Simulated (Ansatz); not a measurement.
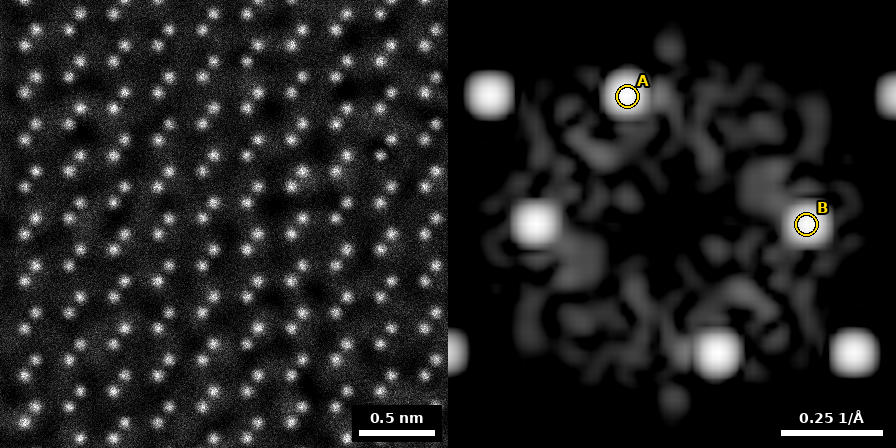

Dark-field STEM-like image of Co (Fd-3m, No. 227) along [110]. Simulated incoherent Z contrast: every atom adds Z^1.7 spread by a probe of 0.60 Å full width; channelling and multiple scattering are left out. The probe carries 15 % of its weight in a tail 2.5 times as wide. Shot noise and the speckle of an amorphous layer were added. Atomic positions: a calculation's starting geometry; the starting structure was generated, so it need not be a known form of this composition.

The right panel is the modulus of the image's Fourier transform on a logarithmic scale.

a = 5.156 Å, b = 5.156 Å, c = 5.156 Å, α = 90.00°, β = 90.00°, γ = 90.00°

Index the marked spots and give their plane spacings (the zone axis points at the viewer; indices equivalent by symmetry, or all signs reversed, are as good).

Answer. A: (-1 1 -1), d = 2.98 Å; B: (1 -1 -1), d = 2.98 Å. A and B enclose 109°, and every spot obeys the zone law hu + kv + lw = 0 for [110].
